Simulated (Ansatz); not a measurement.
System: Zr3H.

Input file:

```
crystal:
  lattice:
    - [4.5981683627, 0.0, 0.0]
    - [0.0, 3.2251711464, 0.0]
    - [-0.0083331397, 0.0, 9.7511780546]
  atoms:
    - { symbol: Zr, position: [0.5975305274, 0.5, 0.0185570362] }
    - { symbol: Zr, position: [0.0945649196, 0.0, 0.5270559121] }
    - { symbol: Zr, position: [0.596018454, 0.5, 0.6875575057] }
    - { symbol: Zr, position: [0.5698986238, 0.5, 0.3560273969] }
    - { symbol: Zr, position: [0.1023857922, 0.0, 0.8519120198] }
    - { symbol: Zr, position: [0.0947918563, 0.0, 0.1852343331] }
    - { symbol: H, position: [0.8407790622, 0.0, 0.3553293718] }
    - { symbol: H, position: [0.1040307645, 0.5, 0.0183264242] }
basis:
  ecutwfc: 420
kpoints:
  mp_grid: { grid: [8, 12, 4] }
hamiltonian:
  xc: pbe
scf:
  occupations: { method: gaussian, width: 0.1 }
output:
  forces: true
  stress: true
  eigenvalues: true
  write_density: true
  write_potential: true
  elf: true
  volumetric_format: npy
relax:
  adjacent_minimum: "off"
  f_tol: 0.01
  max_steps: 80
  cell: { stress_tol: 0.05 }
```

Run with:

```sh
ansatz run input.yaml --threads 1 --pin off --max-ram 2560MiB --backend cpu --events-out ev --progress --plain --runs-dir out
```

Below, planes, directions and counts refer to the conventional cell (a = 4.64 Å, b = 3.22 Å, c = 9.69 Å, α = 90.00°, β = 90.07°, γ = 90.00°).

The fields are those of the relaxed geometry.

Space group Pm; started from the Cu3Au (L1_2)_221 prototype, which need not be the ambient phase; changed on purpose from its base cell (the structure that the rattled Cu3Au (L1 2) type (Pm-3m, No. 221) fell into).

Method: DFT PBE, scalar-relativistic, plane waves, PAW (Ansatz).

Predict the valence pseudo-density and electron localisation function between the atoms.

Zr–H (2.28 Å): the density is about 0.29 e/Å³ at the midpoint; the ELF climbs to about 1 towards the hydrogen.
Zr–Zr (3.22 Å): ρ at the midpoint is about 0.16 e/Å³; the ELF is about 0.20 at the midpoint (no localised pair shows between them).
The ELF has a maximum of about 0.75 in the space between the atoms, 2.0 Å from six H and Zr atoms, on no atom or two-centre bond.

Does the calculation make it a metal, or give it a gap?

It is metallic or semimetallic at this level of theory: no gap opens.

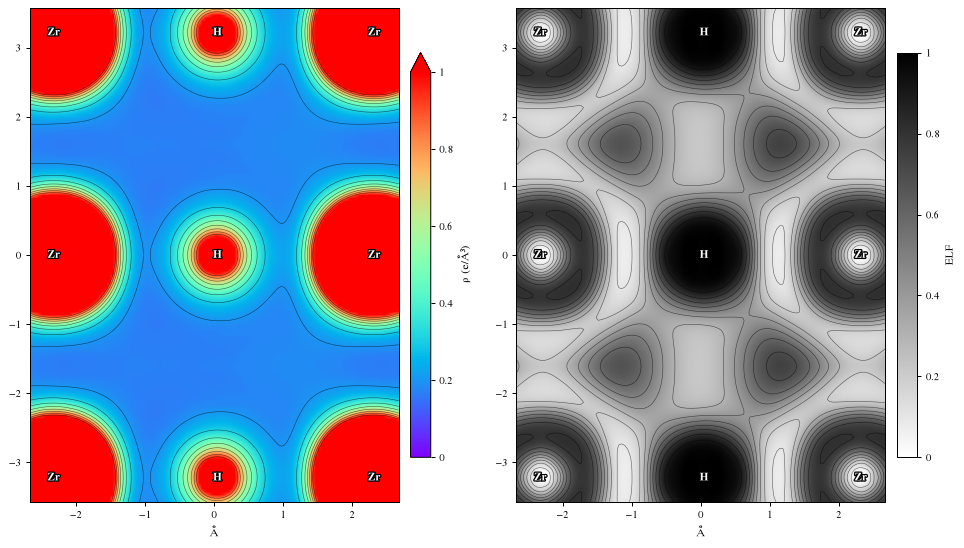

Computed valence pseudo-density and electron localisation function on the (001) plane of the conventional cell, in this order. 

The density is the valence pseudo-density of a PAW calculation; it isn't the true density close to the nuclei.
